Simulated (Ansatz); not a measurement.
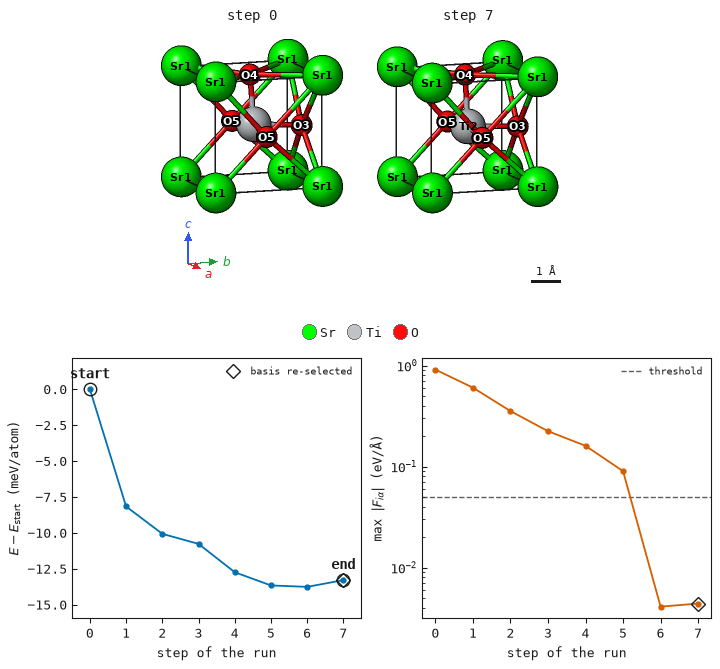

First and last geometry of a relaxation of crystalline SrTiO₃ (a generated structure, set up in Amm2) (coarse preliminary run), with the history of the run. A ball-and-stick model of the cell of the calculation, seen slightly off an axis.

Case: Ba → Sr on all its sites, cell and atoms relaxed.

Theory: DFT PBE, scalar-relativistic, plane waves, PAW in Ansatz 0.2.0. Set-up: plane-wave cutoff 420 eV; k-point mesh 6 × 6 × 6; occupations gaussian; smearing width 0.1 eV; no spin polarisation; cell and atoms relaxed; force threshold 0.05 eV/Å; at most 60 steps.

What do the curves and the structures tell?

It converged. The energy falls by 13.3 meV per atom in 6 accepted moves (7 points after the start). Largest force component: 0.91 eV/Å at the start, 0.0044 eV/Å at the end. The pressure goes from 1.77 to −0.02 GPa. The SCF was repeated once at an unchanged geometry on a basis and grid sized afresh for the cell, which shifted the energy by 0.5 meV per atom at most. Ti2 moves most relative to the cell: 0.064 Å along [0 −1 −1]. Largest moves by element: Ti 0.064 Å, O 0.050 Å, Sr 0.011 Å. Cell: a 3.881 → 3.918 Å (+0.9 %), b = c 4.011 → 3.965 Å (−1.2 %), α 89.5° → 89.7°. Volume −1.4 %. Among the contacts that change: Ti2–O3 2.217 → 2.096 Å, Sr1–Ti2 3.523 → 3.439 Å, Ti2–O3 (another image) 1.804 → 1.875 Å, Sr1–O5 2.710 → 2.666 Å. Among the angles between lasting bonds that change: Ti2–O5–Ti2 166.4° → 170.7°, O5–Ti2–O5 166.4° → 170.7°, O3–Ti2–O4 98.3° → 96.1°. The space group stays Amm2 (No. 38).

```
step  E − E(0), meV/atom  largest force component, eV/Å  pressure, GPa  volume, Å³/atom                      note
   0                0.00                         0.9127           1.77           12.489                          
   1               -8.15                         0.6045           1.15           12.450                          
   2              -10.06                         0.3546          -0.23           12.493                          
   3              -10.76                         0.2243          -1.30           12.459                          
   4              -12.73                         0.1606           0.11           12.350                          
   5              -13.65                         0.0901           0.06           12.293                          
   6              -13.75                         0.0041           0.04           12.317                          
   7              -13.28                         0.0044          -0.02           12.317  same geometry, new basis
```
